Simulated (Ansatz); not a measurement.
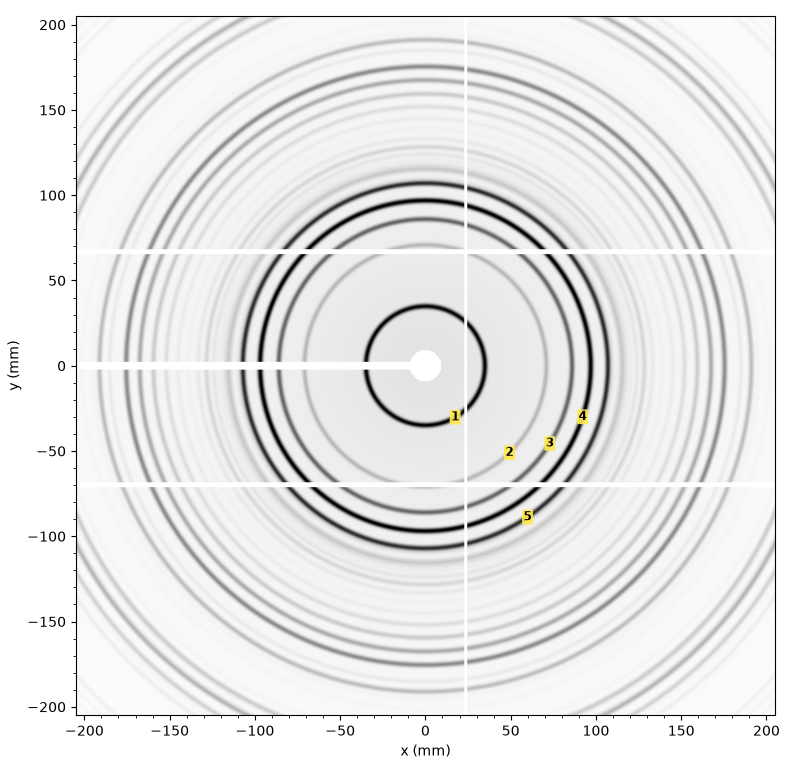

Simulated X-ray powder rings on a flat area detector normal to the beam: λ = 0.5594 Å, sample-to-detector distance 290 mm, axes in mm from the beam centre, for a mixture of two phases. Kinematic intensities with B = 0.3 Å² for all atoms, without absorption; brightness goes as intensity to the power 0.6, clipped at the top. Reflections closer than the ring width show as one ring.

Phase I: C (Pm-3n), a = 3.895 Å, b = 3.895 Å, c = 3.895 Å, α = 90.00°, β = 90.00°, γ = 90.00°; coordinates from a relaxation with Ansatz 0.2.0, DFT, revPBE, plane waves (420 eV) with PAW, scalar-relativistic; the starting structure was generated, so it need not be a known form of this composition.
Phase II: C (P6_3/mmc), a = 1.733 Å, b = 1.733 Å, c = 18.707 Å, α = 90.00°, β = 90.00°, γ = 120.00°; the input geometry of an electronic-structure calculation (not necessarily at equilibrium); the starting structure was generated, so it need not be a known form of this composition.
Volume fractions 0.8 and 0.2.

Which rings come from which phase?

Answer.
```csv
ring,radius,d (Å),phase,hkl
1,34.9 mm,4.68,II,004
2,70.9 mm,2.34,II,008
3,86.0 mm,1.947,I,200
4,96.9 mm,1.742,I,210
5,107.1 mm,1.590,I,211
```
